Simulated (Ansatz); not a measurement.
## PtS$_{2}$: single-point calculation (part 2 of 3)

The same run, continued: PtS$_{2}$ (P-3m1, 6 atoms in the cell); DFT LDA+U+J, non-collinear, scalar-relativistic, plane waves, PAW, U = 5 eV, J = 0.9 eV on Pt atom 1 d; U = 5 eV, J = 0.9 eV on Pt atom 4 d (Ansatz 0.2.0); cutoff 420 eV, 6×6×2 k-mesh, Gaussian smearing of 0.05 eV, non-collinear spins. The structure derives from an entry of the Crystallography Open Database. It belongs to a series of runs on one base structure; here: canted directions held.

Geometry of the input (Å; fractional positions):
```
3.5432  0.0000  0.0000
-1.7716  3.0685  0.0000
0.0000  0.0000  10.0776
Pt 0.0000  0.0000  0.0000
S  0.3333  0.6667  0.1250
S  0.6667  0.3333  0.3750
Pt 0.0000  0.0000  0.5000
S  0.3333  0.6667  0.6250
S  0.6667  0.3333  0.8750
```

## The program's output, continued
```
SCF iter   1: F=-27936.005257 eV  HF=-27958.025938 eV  |F-HF|=2.20e1  |Δ(HF+E_count)|=         —  Δρ=1.46e-1  dr2=2.51e1  dr2_m=6.10e0  ethr=3.10e-3  |M|=4.02e0 ∫|m|=4.38e0 μB  |m|>n=0.0e0 m-floor=0.0e0 τ_xc=2.5e-17  β_m=0.30  ⟨swp⟩=6.0  Hψ=10495  notcnv=0  defer=11
preconditioner: auto → Kerker (q_TF=auto, 2.468 Å⁻¹)  [metal: Δε(μ)=0.025 eV  Ē_g=9.133 eV  σ=0.050 eV  W_gap=0.27  n_scr=36 (ndim 8)  ℏωp=23.5 eV  f_vac=0.002  D(μ)=6.28/eV (n_scr^D=52)]
spin=Noncollinear: Kerker preconditioning applied to the charge; magnetization (m_x, m_y, m_z) channels mix plain (no charge-response kernel on spin).
SCF iter   2: F=-27953.739950 eV  HF=-27954.957504 eV  |F-HF|=1.22e0  |Δ(HF+E_count)|=    3.07e0  Δρ=1.36e-1  dr2=2.76e0  dr2_m=5.29e0  ethr=3.10e-3  |M|=1.95e0 ∫|m|=3.09e0 μB  |m|>n=0.0e0 m-floor=0.0e0 τ_xc=1.2e-17  β_m=0.51  ⟨swp⟩=3.0  Hψ=5682  notcnv=0  defer=207
SCF iter   3: F=-27956.119241 eV  HF=-27955.880214 eV  |F-HF|=2.39e-1  |Δ(HF+E_count)|=   9.23e-1  Δρ=6.31e-2  dr2=1.11e-1  dr2_m=1.14e0  ethr=3.10e-3  |M|=6.63e-1 ∫|m|=2.43e0 μB  |m|>n=0.0e0 m-floor=0.0e0 τ_xc=5.9e-18  β_m=0.71  ⟨swp⟩=2.9  Hψ=4743  notcnv=0  defer=174
SCF iter   4: F=-27956.167945 eV  HF=-27956.170970 eV  |F-HF|=3.03e-3  |Δ(HF+E_count)|=   2.91e-1  Δρ=3.78e-3  dr2=9.46e-3  dr2_m=4.14e-3  ethr=1.85e-4  |M|=3.68e-1 ∫|m|=2.25e0 μB  |m|>n=0.0e0 m-floor=0.0e0 τ_xc=5.1e-18  β_m=0.75  ⟨swp⟩=2.3  Hψ=5707  notcnv=0  defer=162
SCF iter   5: F=-27956.170059 eV  HF=-27956.170716 eV  |F-HF|=6.57e-4  |Δ(HF+E_count)|=   2.54e-4  Δρ=9.72e-4  dr2=1.59e-3  dr2_m=1.14e-4  ethr=1.58e-5  |M|=3.53e-1 ∫|m|=2.23e0 μB  |m|>n=0.0e0 m-floor=0.0e0 τ_xc=5.2e-18  β_m=0.87  ⟨swp⟩=2.5  Hψ=4484  notcnv=0  defer=158
SCF iter   6: F=-27956.170278 eV  HF=-27956.170544 eV  |F-HF|=2.66e-4  |Δ(HF+E_count)|=   1.72e-4  Δρ=3.88e-4  dr2=4.14e-4  dr2_m=2.12e-5  ethr=2.65e-6  |M|=3.55e-1 ∫|m|=2.23e0 μB  |m|>n=0.0e0 m-floor=0.0e0 τ_xc=5.1e-18  β_m=0.94  ⟨swp⟩=2.1  Hψ=4689  notcnv=0  defer=158
SCF iter   7: F=-27956.170475 eV  HF=-27956.170492 eV  |F-HF|=1.73e-5  |Δ(HF+E_count)|=   5.20e-5  Δρ=1.05e-4  dr2=2.50e-5  dr2_m=2.02e-6  ethr=6.89e-7  |M|=3.56e-1 ∫|m|=2.23e0 μB  |m|>n=0.0e0 m-floor=0.0e0 τ_xc=5.0e-18  β_m=0.97  ⟨swp⟩=2.0  Hψ=3572  notcnv=0  defer=158
SCF iter   8: F=-27956.170483 eV  HF=-27956.170488 eV  |F-HF|=4.57e-6  |Δ(HF+E_count)|=   4.47e-6  Δρ=5.38e-5  dr2=5.60e-6  dr2_m=2.40e-7  ethr=4.16e-8  |M|=3.56e-1 ∫|m|=2.23e0 μB  |m|>n=0.0e0 m-floor=0.0e0 τ_xc=5.1e-18  β_m=0.85  ⟨swp⟩=2.0  Hψ=4078  notcnv=0  defer=158
SCF iter   9: F=-27956.170487 eV  HF=-27956.170488 eV  |F-HF|=2.03e-7  |Δ(HF+E_count)|=   2.68e-7  Δρ=1.51e-5  dr2=3.96e-7  dr2_m=2.59e-8  ethr=9.34e-9  |M|=3.56e-1 ∫|m|=2.23e0 μB  |m|>n=0.0e0 m-floor=0.0e0 τ_xc=5.1e-18  β_m=0.85  ⟨swp⟩=2.0  Hψ=3993  notcnv=0  defer=158
Mixer restart at iter 9: flushing history
SCF iter  10: F=-27965.371037 eV  HF=-27956.171776 eV  |F-HF|=9.20e0  |Δ(HF+E_count)|=         —  Δρ=7.17e-5  dr2=1.50e-5  dr2_m=1.11e-6  ethr=6.59e-10  |M|=3.56e-1 ∫|m|=2.23e0 μB  |m|>n=0.0e0 m-floor=0.0e0 τ_xc=5.0e-18  β_m=0.85  ⟨swp⟩=3.0  Hψ=5852  notcnv=0  defer=158
SCF iter  11: F=-27966.079650 eV  HF=-27965.917576 eV  |F-HF|=1.62e-1  |Δ(HF+E_count)|=    9.75e0  Δρ=2.31e-2  dr2=5.64e-1  dr2_m=1.54e-1  ethr=6.59e-10  |M|=2.70e-2 ∫|m|=1.19e0 μB  |m|>n=0.0e0 m-floor=0.0e0 τ_xc=1.5e-18  β_m=0.13  ⟨swp⟩=6.5  Hψ=12696  notcnv=0  defer=158
SCF iter  12: F=-27966.252684 eV  HF=-27966.050493 eV  |F-HF|=2.02e-1  |Δ(HF+E_count)|=   1.33e-1  Δρ=2.14e-2  dr2=3.44e-1  dr2_m=1.32e-1  ethr=6.59e-10  |M|=2.23e-2 ∫|m|=1.10e0 μB  |m|>n=0.0e0 m-floor=0.0e0 τ_xc=1.3e-18  β_m=0.20  ⟨swp⟩=5.0  Hψ=11851  notcnv=0  defer=158
SCF iter  13: F=-27966.454620 eV  HF=-27966.171348 eV  |F-HF|=2.83e-1  |Δ(HF+E_count)|=   1.21e-1  Δρ=1.57e-2  dr2=1.10e-1  dr2_m=7.05e-2  ethr=6.59e-10  |M|=2.88e-3 ∫|m|=9.23e-1 μB  |m|>n=0.0e0 m-floor=0.0e0 τ_xc=9.0e-19  β_m=0.50  ⟨swp⟩=6.0  Hψ=12863  notcnv=0  defer=158
SCF iter  14: F=-27966.609770 eV  HF=-27966.551604 eV  |F-HF|=5.82e-2  |Δ(HF+E_count)|=   3.80e-1  Δρ=8.53e-3  dr2=5.31e-3  dr2_m=2.08e-2  ethr=6.59e-10  |M|=6.62e-6 ∫|m|=4.66e-1 μB  |m|>n=0.0e0 m-floor=0.0e0 τ_xc=2.3e-19  β_m=0.83  ⟨swp⟩=5.7  Hψ=13046  notcnv=0  defer=160
SCF iter  15: F=-27966.641760 eV  HF=-27966.642721 eV  |F-HF|=9.61e-4  |Δ(HF+E_count)|=   9.11e-2  Δρ=1.23e-3  dr2=1.66e-3  dr2_m=4.14e-4  ethr=6.59e-10  |M|=1.88e-7 ∫|m|=3.66e-2 μB  |m|>n=0.0e0 m-floor=0.0e0 τ_xc=1.6e-21  β_m=0.86  ⟨swp⟩=5.6  Hψ=12330  notcnv=0  defer=160
SCF iter  16: F=-27966.642957 eV  HF=-27966.642949 eV  |F-HF|=7.92e-6  |Δ(HF+E_count)|=   2.28e-4  Δρ=1.89e-4  dr2=7.54e-6  dr2_m=1.01e-5  ethr=6.59e-10  |M|=8.70e-8 ∫|m|=3.45e-3 μB  |m|>n=0.0e0 m-floor=0.0e0 τ_xc=1.7e-23  β_m=0.93  ⟨swp⟩=4.0  Hψ=9340  notcnv=0  defer=160
SCF iter  17: F=-27966.642964 eV  HF=-27966.642965 eV  |F-HF|=4.82e-7  |Δ(HF+E_count)|=   1.54e-5  Δρ=3.64e-5  dr2=1.42e-6  dr2_m=5.00e-7  ethr=6.59e-10  |M|=1.91e-9 ∫|m|=6.68e-4 μB  |m|>n=0.0e0 m-floor=0.0e0 τ_xc=6.4e-25  β_m=0.96  ⟨swp⟩=3.0  Hψ=6373  notcnv=0  defer=160
iter 18 did not close the SCF: its close was put off for a magnetic moment that had not settled (scf_convergence_deferred on its scf_iter line)
SCF iter  18: F=-27966.642965 eV  HF=-27966.642965 eV  |F-HF|=3.93e-10  |Δ(HF+E_count)|=   2.54e-7  Δρ=7.31e-6  dr2=6.56e-8  dr2_m=1.43e-8  ethr=1.67e-10  |M|=6.30e-10 ∫|m|=1.21e-4 μB  |m|>n=0.0e0 m-floor=0.0e0 τ_xc=1.8e-26  β_m=0.98  ⟨swp⟩=13.2  Hψ=20364  notcnv=0
iter 19 did not close the SCF: its close was put off for a magnetic moment that had not settled (scf_convergence_deferred on its scf_iter line)
SCF iter  19: F=-27966.642965 eV  HF=-27966.642965 eV  |F-HF|=9.97e-10  |Δ(HF+E_count)|=  6.98e-10  Δρ=2.43e-6  dr2=8.08e-9  dr2_m=8.05e-10  ethr=1.09e-10  |M|=3.69e-11 ∫|m|=4.59e-5 μB  |m|>n=0.0e0 m-floor=0.0e0 τ_xc=3.5e-27  β_m=0.99  ⟨swp⟩=5.2  Hψ=16056  notcnv=0
iter 20 did not close the SCF: its close was put off for a magnetic moment that had not settled (scf_convergence_deferred on its scf_iter line)
SCF iter  20: F=-27966.642965 eV  HF=-27966.642965 eV  |F-HF|=9.68e-10  |Δ(HF+E_count)|=  3.20e-10  Δρ=8.70e-7  dr2=1.75e-9  dr2_m=7.71e-11  ethr=1.35e-11  |M|=3.26e-11 ∫|m|=1.68e-5 μB  |m|>n=0.0e0 m-floor=0.0e0 τ_xc=3.2e-28  β_m=1.00  ⟨swp⟩=5.0  Hψ=14580  notcnv=0
SCF iter  21: F=-27966.642965 eV  HF=-27966.642965 eV  |F-HF|=3.64e-12  |Δ(HF+E_count)|=  1.02e-10  Δρ=1.56e-7  dr2=4.14e-11  dr2_m=6.83e-12  ethr=2.91e-12  |M|=5.51e-12 ∫|m|=1.81e-6 μB  |m|>n=0.0e0 m-floor=0.0e0 τ_xc=4.5e-30  ⟨swp⟩=4.4  Hψ=13760  notcnv=0
WARN: the starting moments were not kept: the SCF closed with an absolute magnetisation of 1.8e-6 μB, where they sum to 8 μB in size (2 sites). That is at most 0.1 of that sum. Measured as dr2_m measures the in/out step, that magnetisation stands 6.0e-13 eV from none, at or under the dr2_threshold of 1.0e-7 eV: it is no larger than a step whose dr2_m would equal this threshold. The system may hold no moment; this SCF shows only that its start led to no more than that. To try another start: raise the starting moments (crystal.atoms[].spin, magnetization.per_species, magnetization.initial_magnetization, or on a non-collinear deck that types none of these the spinor_matrix: blocks that start its atoms; where the total moment is fixed, keep their sum and leave initial_magnetization as it is; typed ones take the place of any that the run laid by itself, positive ones on a crystal's lanthanoids without a Hubbard term where scf.initial_density.shell_occupations: [] is typed) or, if the notice of its spin-set hold's release reads "site moments contracting" or "site moments show no strong build", lengthen the hold (scf.mixing.spin_hold: { on: { confirm: 4 } }; for m-r²SCAN on two components see the key's manual first). Each may lead to a state that holds a moment.
WARN: hamiltonian.hubbard: on 2 of 2 specified blocks the occupation matrix of this SCF's result fails the test of the specified filling. At site 0 (sites count from 0 in the list of atoms of the cell that this SCF solves) the least filled combination of the orbitals specified full has occupation 0.700, and the fullest combination of the orbitals specified empty has occupation 0.983; the filling counts as kept where the first is at least 0.75 and exceeds the second by more than 0.25. The same holds at site 3. The state of this SCF's result may not hold the specified filling, though these bounds can also misjudge a state that does. This warning does not say which state is lower in energy, or whether the specified filling is a self-consistent state at all; see hamiltonian.hubbard.sites[].starting_ns, Limitations, and scf.initial_density.shell_occupations in the input reference
SCF 1 converged in 21 iterations: F = -27966.642965 eV  dr2 = 4.14e-11
  greatest PAW one-centre occupation: 1.000 electrons in one spin orbital (limit 2), on the Pt atom at site 0 (counted from 0), in its partial waves of l = 0
```

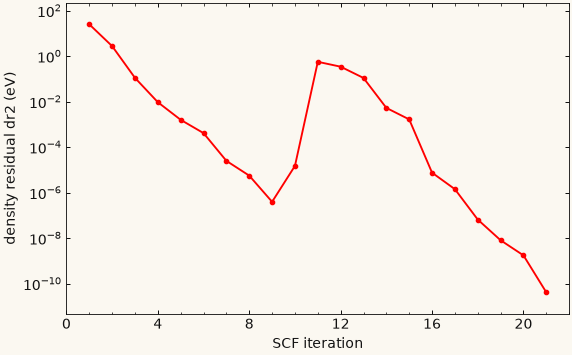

Convergence of the self-consistent field: density residual dr2 against the SCF iteration. The residual falls unevenly and jumps up by a factor of two or more 2 times on the way down.

```
SCF converged after 21 iterations
Stability not checked: this state was not tested for a lower state beside it, because a magnetisation constraint still acts at the end of the SCF (magnetization_constraint; see scf.lower_state_search)
Magnetization: |M| = 0.0000 μB,  M = (+0.0000, -0.0000, +0.0000) μB
Absolute magnetization: 0.0000 μB (∫|m|, with the PAW one-centre terms)
  site 0: m = (+0.0000, +0.0000, +0.0000) μB, |m| = 0.0000 μB  (R = 0.99 Å)
  site 1: m = (-0.0000, +0.0000, -0.0000) μB, |m| = 0.0000 μB  (R = 0.99 Å)
  site 2: m = (-0.0000, +0.0000, -0.0000) μB, |m| = 0.0000 μB  (R = 0.99 Å)
  site 3: m = (+0.0000, -0.0000, +0.0000) μB, |m| = 0.0000 μB  (R = 0.99 Å)
  site 4: m = (-0.0000, +0.0000, -0.0000) μB, |m| = 0.0000 μB  (R = 0.99 Å)
  site 5: m = (-0.0000, +0.0000, -0.0000) μB, |m| = 0.0000 μB  (R = 0.99 Å)
--- Magnetisation constraints (ε_frz = 1.0e-4 eV) ---
  site  kind           target                            achieved (μB)             |Δ|max (μB)  g (eV/μB)                     λ_eff  esc  ok   flags
  0     per_site_axis  ê (+0.000, +0.000, +1.000) ≥0.00  (+0.000, +0.000, +0.000)  8.84e-9      (+1.8e-8, +8.2e-13, +0.0e0)   1.000  0    yes
  3     per_site_axis  ê (+0.500, +0.000, +0.866) ≥0.00  (+0.000, -0.000, +0.000)  7.66e-9      (-1.5e-8, -9.0e-12, +8.8e-9)  1.000  0    yes
Free energy (F): -27966.642965 eV
Harris-Foulkes:  -27966.642965 eV  (|F-HF|=3.64e-12)
Internal energy: -27966.642965 eV  (E = F + TS)
E sigma→0 (E₀):  -27966.642965 eV
Entropy (-TS):   -0.000000 eV (-0.000 meV/atom)
Fermi energy:    10.948677 eV
--- Per-component energies (eV) ---
  E_band       = -659.429493
  E_kinetic    = 1703.374757
  E_local      = -6041.200371  (includes V_loc(G=0)·N_el)
  E_nonlocal   = 530.832768
  E_hartree    = 2371.344748
  E_xc         = -905.058196
  E_vxc        = -955.528274  (∫ρ·V_xc dr)
  E_hubbard    = 3.852370  (on-site DFT+U / exact-exchange correction)
  E_vhub       = -27.962145  (the Hubbard potential's part of the band-sum identity)
  E_paw        = -20630.018050  (= ΣΔE_a)
  E_vpaw       = -611.636217  (= ΣTr[D̂ρ^β])
  E_aug_tail   = 0.000351  (compensation charges beyond the density's cutoff)
  E_constr_dc  = 0.000000  (∫m·b dr)
  E_ewald      = -5001.311871
  E_core_change = 1.540529  (= ΣΔE_core)
  E_smearing   = -0.000000  (= −TS)
  E_closure    = -0.000000  (closes the sum)
  E_penalty    = 0.000000  (constraint; not in F)
  Σ components = -27966.642965   (vs F -27966.642965, Δ=0.00e0)
--- DFT+U+J on-site energies (Liechtenstein; fll double counting; per corrected site; eV) ---
  site 0 (l=d): U=5.0000  J=0.9000  Tr N=8.6992  E_int=156.257422  E_dc=154.331237  E_U=1.926185
  site 3 (l=d): U=5.0000  J=0.9000  Tr N=8.6992  E_int=156.257451  E_dc=154.331266  E_U=1.926185
--- Hubbard shell moments (per corrected site; Tr N, ν in electrons; μ in μ_B) ---
  shell 0: Tr N=8.6992  μ_S=(-0.0000, +0.0000, +0.0000)  μ_L=(-0.0000, +0.0000, +0.0000)  μ=(-0.0000, +0.0000, +0.0000)  ν=0.0000 along (+0.046, +0.000, +0.999)
  shell 1: Tr N=8.6992  μ_S=(+0.0000, -0.0000, +0.0000)  μ_L=(+0.0000, -0.0000, -0.0000)  μ=(+0.0000, -0.0000, +0.0000)  ν=0.0000 along (+0.460, +0.000, +0.888)
--- Specified on-site occupations, and those of the state reported ---
  electrons in the specified blocks: 11.8000 specified, 17.3985 found
  site 0 (l=d): largest change of an orbital's occupation 0.9633; electrons 5.9000 specified, 8.6992 found; spectral distance 1.3609
  site 3 (l=d): largest change of an orbital's occupation 0.9633; electrons 5.9000 specified, 8.6992 found; spectral distance 1.3609
--- Forces (eV/Å), atoms counted from 1 ---
  atom   1  Pt     0.00000000     0.00000000     0.00000000
  atom   2  S     -0.00000020     0.00000011    -0.54894934
  atom   3  S      0.00000020    -0.00000011     0.54894812
  atom   4  Pt     0.00000000     0.00000000     0.00000000
  atom   5  S     -0.00000020     0.00000011    -0.54894812
  atom   6  S      0.00000020    -0.00000011     0.54894934
  max |Σ_I F_I| component: 0.00e0 eV/Å
--- Stress (GPa, compression-positive) ---
       -4.278814       0.000007      -0.000000
        0.000007      -4.278799      -0.000003
       -0.000000      -0.000003      -6.191630
  P = ⅓ Tr σ = -4.9164 GPa (-49.164 kbar)
--- Band table (eV; the first three rows and the last of 40) ---
  k-point 0: bands = ["-88.2200", "-88.2200", "-88.2199", "-88.2199", "-42.3681", "-42.3681", "-42.3681", "-42.3681", "-42.3681", "-42.3681", "-42.3681", "-42.3681", "-42.3106", "-42.3106", "-42.3106", "-42.3106", "-4.4523", "-4.4523", "-3.9642", "-3.9642", "-2.6044", "-2.6044", "-1.5978", "-1.5978", "2.9974", "2.9974", "3.7684", "3.7684", "3.7684", "3.7684", "3.8026", "3.8026", "3.8026", "3.8026", "4.1941", "4.1941", "5.5802", "5.5802", "5.5802", "5.5802", "5.6188", "5.6188", "5.6188", "5.6188", "7.7237", "7.7237", "7.8289", "7.8289", "9.1310", "9.1310", "9.3566", "9.3566", "9.3567", "9.3567", "9.6823", "9.6823", "9.6823", "9.6823", "10.7935", "10.7935", "12.3976", "12.3976", "12.3976", "12.3976", "13.0968", "13.0968", "13.0968", "13.0968", "15.1471", "15.1471", "15.8301", "15.8301"]
  k-point 1: bands = ["-88.2200", "-88.2200", "-88.2200", "-88.2200", "-42.3681", "-42.3681", "-42.3681", "-42.3681", "-42.3681", "-42.3681", "-42.3681", "-42.3681", "-42.3106", "-42.3106", "-42.3106", "-42.3106", "-4.2540", "-4.2540", "-4.2540", "-4.2540", "-2.0792", "-2.0792", "-2.0792", "-2.0792", "3.5847", "3.5847", "3.5847", "3.5847", "3.7853", "3.7853", "3.7853", "3.7853", "3.7853", "3.7853", "3.7853", "3.7853", "5.5993", "5.5993", "5.5993", "5.5993", "5.5993", "5.5993", "5.5993", "5.5993", "7.7588", "7.7588", "7.7588", "7.7588", "9.5085", "9.5085", "9.5085", "9.5085", "9.5085", "9.5085", "9.5085", "9.5085", "9.9567", "9.9567", "9.9567", "9.9567", "12.7438", "12.7438", "12.7438", "12.7438", "12.7438", "12.7438", "12.7438", "12.7438", "15.5580", "15.5580", "15.5580", "15.5580"]
  k-point 2: bands = ["-88.2198", "-88.2198", "-88.2198", "-88.2198", "-42.3739", "-42.3739", "-42.3739", "-42.3739", "-42.3696", "-42.3696", "-42.3696", "-42.3696", "-42.3099", "-42.3099", "-42.3099", "-42.3099", "-4.1089", "-4.1089", "-3.6290", "-3.6290", "-2.6106", "-2.6106", "-1.7887", "-1.7887", "3.3499", "3.3499", "3.5871", "3.5871", "3.9056", "3.9056", "4.0565", "4.0565", "4.0806", "4.0806", "4.4147", "4.4147", "5.2908", "5.2908", "5.3889", "5.3889", "5.4502", "5.4502", "5.4502", "5.4502", "7.3120", "7.3120", "7.5929", "7.5929", "8.5854", "8.5854", "8.8982", "8.8982", "9.4352", "9.4352", "9.4435", "9.4435", "10.2161", "10.2161", "10.2321", "10.2321", "11.6886", "11.6886", "12.1033", "12.1033", "12.4144", "12.4144", "12.4982", "12.4982", "16.4243", "16.4243", "16.5450", "16.5450"]
```
